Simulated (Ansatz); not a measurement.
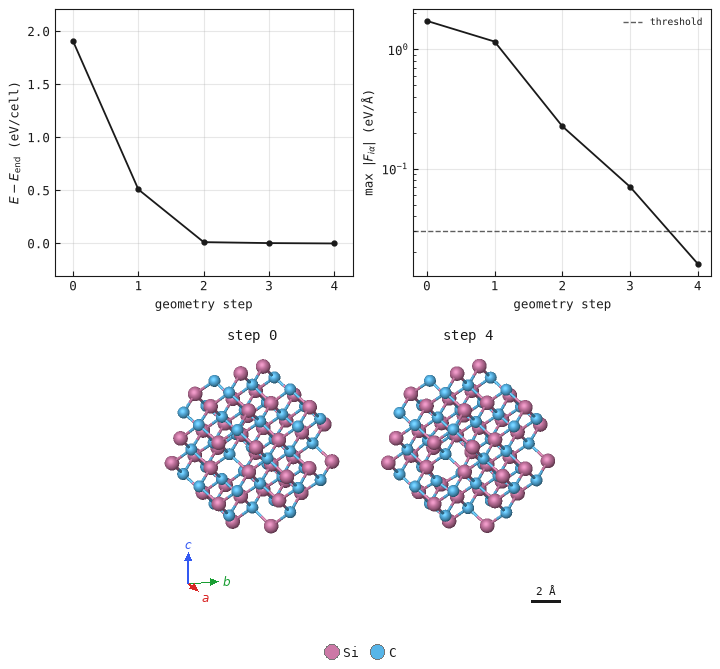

First and last geometry of a relaxation of a defect cell of composition Si31C32, with the history of the run. A ball-and-stick model of the atoms within 5.8 Å of the atom that moves most (axes of the cell of the calculation (origin shifted)), seen slightly off an axis.

Level of theory: DFT, PBEsol, PAW, plane waves in Ansatz 0.2.0. Set-up: plane-wave cutoff 420 eV; k-point mesh 1 × 1 × 1; no spin polarisation; atoms relaxed in a fixed cell; force threshold 0.03 eV/Å; at most 80 steps.

Q: Read the history and describe the run.

A: It converged. The atom that moves furthest is a C atom (0.24 Å along [1 1 1]). By element the largest moves are C 0.24 Å, Si 0.07 Å. The cell stays as it was. Among the contacts that change: C–Si 1.928 → 1.836 Å, C–Si 1.807 → 1.889 Å, C–Si 1.958 → 1.879 Å, C–Si 1.907 → 1.837 Å. Among the angles between lasting bonds that change: Si–C–Si 105.8° → 115.1°, C–Si–C 111.9° → 102.7°, C–Si–C 111.4° → 102.6°. The energy falls by 1.907 eV per cell of the calculation in 4 geometry steps. The largest force component goes from 1.7 to 0.016 eV/Å.
